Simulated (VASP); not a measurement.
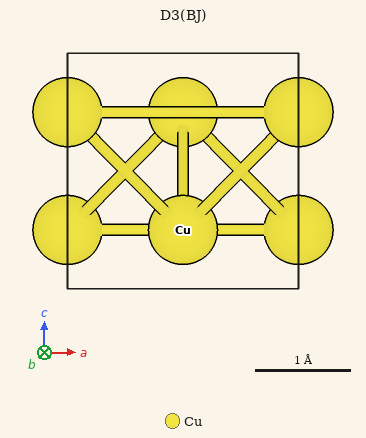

Crystalline Cu (set up in Cmcm), relaxed (cell and atoms) with several dispersion corrections. The picture shows the result with D3(BJ). Style: ball-and-stick. Shown: the conventional cell (2 times the calculation's cell), along the b axis. Lengths and directions refer to the drawn axes.

Computed with VASP 6.6.1: PBE VASP PAW PBE potentials, recommended. Set-up: plane-wave cutoff 600 eV; k-point mesh 11 × 11 × 11; occupations fermi-dirac; smearing width 0.05 eV; no spin polarisation.

| dispersion correction | volume (Å³/atom) | a (Å) | b (Å) | c (Å) |
| --- | --- | --- | --- | --- |
| D3(BJ) | 11.932 | 2.432 | 7.916 | 2.479 |
| D4 | 12.036 | 2.440 | 7.930 | 2.488 |
| TS | 11.859 | 2.445 | 7.847 | 2.472 |
| D3 | ? | ? | ? | ? |

Q: One row is withheld. What does the calculation give there?

A: With D3 the volume falls between D3(BJ) (11.932) and D4 (12.036). The calculation gives 12.008 Å³/atom (a = 2.452 Å, b = 7.864 Å, c = 2.491 Å). In order of volume: TS < D3(BJ) < D3 < D4; the spread is 1.5 %.
